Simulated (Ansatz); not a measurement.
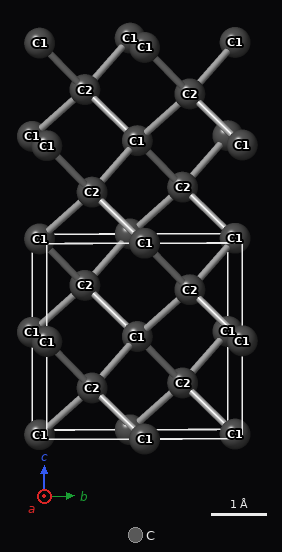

The starting point is a crystal of C (set up in Fd-3m) in its unrelaxed database cell. Style: ball-and-stick. Shown: the conventional cell (4 times the calculation's cell), repeated 1 × 1 × 2 with one cell outlined, from a free direction. Lengths and directions refer to the drawn axes.

Level of theory: DFT PBE, scalar-relativistic, plane waves, PAW (Ansatz). Settings: plane-wave cutoff 420 eV; k-point mesh 12 × 12 × 12; occupations gaussian; smearing width 0.02 eV; no spin polarisation.

Change: The cell is strained by −2.5 % along c and +3.5 % across it (volume +4.3 %), the atoms keeping their fractional coordinates. No relaxation follows.

> What is the effect?

Some distances before and after: C–C 1.544 → 1.568 Å. The space group (tolerance 0.01 Å) goes from Fd-3m (No. 227) to I4_1/amd (No. 141). The energy rises by 48.4 meV per atom. Pressure: 1.8 GPa before, −15.4 GPa after. The principal stresses (compression positive) are 17.8 GPa along c and −32.0 GPa across it. All forces vanish by symmetry. The gap on the k-mesh: 4.16 eV before, 2.63 eV after.

Drawn alike, the variant:

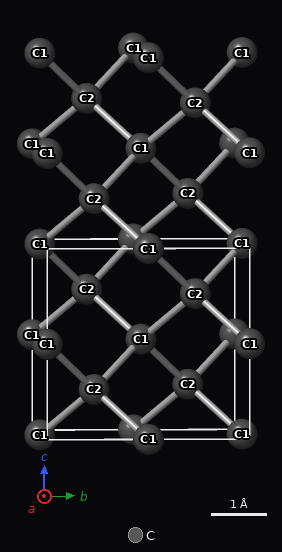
